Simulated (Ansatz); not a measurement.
```
CELL_PARAMETERS angstrom
2.45874 0.00000 0.00000
-1.22894 7.62890 0.00000
0.00000 0.00000 25.90649
ATOMIC_POSITIONS crystal
C 0.69704 0.14342 0.29122
C 0.19674 0.64468 0.29131
C 0.68480 0.62114 0.31400
C 0.18500 0.11964 0.31389
C 0.15760 0.06515 0.36831
C 0.65756 0.56701 0.36845
C 0.14487 0.54170 0.39425
C 0.64485 0.03972 0.39410
C 0.61888 0.98793 0.44721
C 0.11904 0.49024 0.44738
C 0.60641 0.46503 0.47359
C 0.10619 0.96260 0.47340
C 0.08058 0.91158 0.52641
C 0.58081 0.41401 0.52660
C 0.06812 0.38868 0.55279
C 0.56796 0.88637 0.55262
C 0.54214 0.83492 0.60575
C 0.04215 0.33689 0.60589
C 0.52939 0.31144 0.63169
C 0.02945 0.80963 0.63156
C 0.00224 0.75555 0.68601
C 0.50198 0.25690 0.68611
C 0.98992 0.23311 0.70877
C 0.49030 0.73203 0.70870
```

Method: DFT PBEsol, scalar-relativistic, plane waves, PAW in Ansatz 0.2.0.

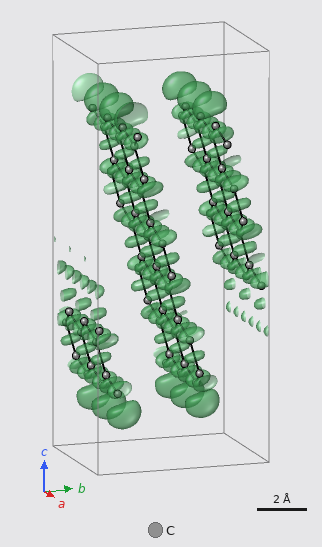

C (slab). Isosurface of the electron localisation function at 0.85 (green), seen slightly off an axis. Only the valence region is drawn (cores and ρ < 0.01 e/Å³ removed). Sticks mark near contacts.

Core electrons are frozen (PAW), and the valence fields are smoothed inside the atomic spheres.

**What do the ELF domains correspond to?**

The ELF exceeds this value in 34 regions between bonded C–C atoms and four lobes on C, pointing away from the bonds (lone pairs), counted in one cell of 24 atoms. Counts are for one cell; the picture repeats the cell along the surface. Profiles from the grid: C–C (1.37 Å): the ELF peaks at about 0.90 between the atoms. C–C (1.42 Å): the ELF peaks at about 0.95 between the atoms.
